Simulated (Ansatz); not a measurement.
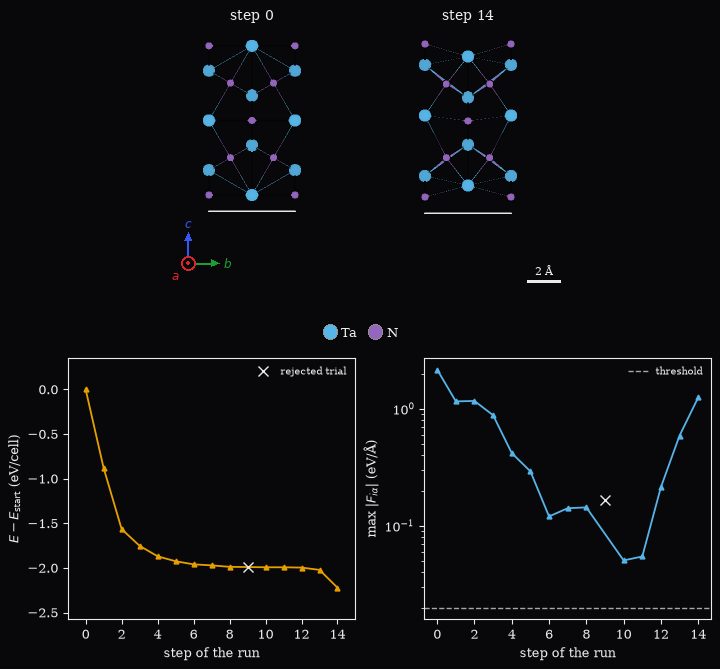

First and last geometry of a relaxation of a slab of composition TaN (cut from the P6/mmm phase), with the history of the run. A ball-and-stick model of the 2 × 1 repeat of the cell, outlined in the plane, without the vacuum, seen along the a axis.

Case: (1 0 0) slab, atoms relaxed. The slab is the (1 0 0) face of TaN.

Level of theory: DFT PBE, scalar-relativistic, plane waves, PAW (Ansatz). (plane-wave cutoff 420 eV; k-point mesh 12 × 7 × 1; occupations gaussian; smearing width 0.1 eV; no spin polarisation; dipole correction; atoms relaxed in a fixed cell; force threshold 0.02 eV/Å; at most 60 steps)

### Read the history and describe the run.

The run was cut off at its time limit before the relaxation converged, so the last structure is only a point on the way. The atom that moves furthest relative to the layer's centre is a Ta atom (0.65 Å along the normal (−c)). Largest moves by element: Ta 0.65 Å, N 0.13 Å. The lattice vectors keep their values. Among the contacts that change: Ta–Ta 3.372 → 3.973 Å, Ta–Ta 3.372 → 2.893 Å, N–Ta 2.632 → 2.153 Å, Ta–Ta 3.372 → 3.054 Å. Bond angles that change, for instance: Ta–N–Ta 180.0° → 147.7°, Ta–N–Ta 180.0° → 150.0°, Ta–N–Ta 180.0° → 165.7°. Over 13 accepted moves (14 points after the start) the energy falls by 2.222 eV per cell of the calculation. Largest force component: 2.2 eV/Å at the start, 1.2 eV/Å at the end. The line search rejected the trial step at point 9 of the run.

```
step  E − E(0), meV/atom  largest force component, eV/Å      note
   0                0.00                         2.1615          
   1              -62.92                         1.1575          
   2             -111.77                         1.1672          
   3             -125.15                         0.8807          
   4             -133.52                         0.4179          
   5             -137.47                         0.2919          
   6             -139.97                         0.1202          
   7             -140.78                         0.1414          
   8             -141.95                         0.1437          
   9             -141.90                         0.1669  rejected
  10             -142.30                         0.0506          
  11             -142.32                         0.0547          
  12             -142.55                         0.2141          
  13             -144.40                         0.5902          
  14             -158.69                         1.2499
```
